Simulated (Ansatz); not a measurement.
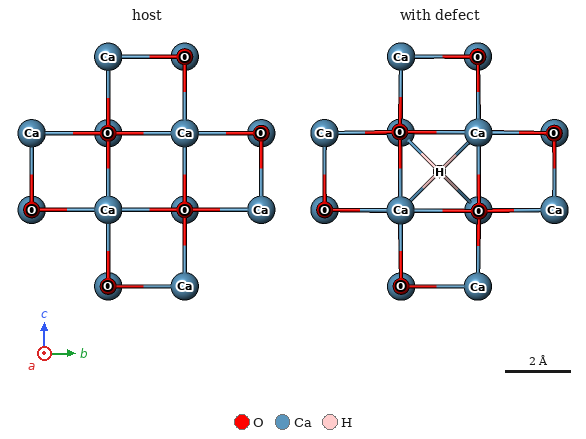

Left: perfect CaO. Right: the same region with one point defect, after relaxing the atoms in a supercell of 64 sites. A ball-and-stick model of the atoms within 4.6 Å of one point, in a slice 5.0 Å thick across the line of sight, seen along the a axis.

Computed with Ansatz, DFT, PBEsol, PAW, plane waves. Settings: plane-wave cutoff 420 eV; k-point mesh 1 × 1 × 1; mesh shifted by (0.25, 0.25, 0.25); collinear spin. Fermi-Dirac smearing of 0.01 eV. The axes drawn are those of the host's conventional cell.

What kind of defect was made?

An extra hydrogen atom is put between the host's atoms (an interstitial).

The charge state of the cell is 0.

How does the lattice respond?

The H atom starts with 4 Ca at 2.06 to 2.07 Å, 4 O at 2.06 to 2.07 Å around its place and ends with 4 Ca at 2.10 Å, 4 O at 2.14 Å. Of the host's atoms, an oxygen atom moves furthest from its site, by 0.07 Å. The cell's net moment is 1.00 μB.
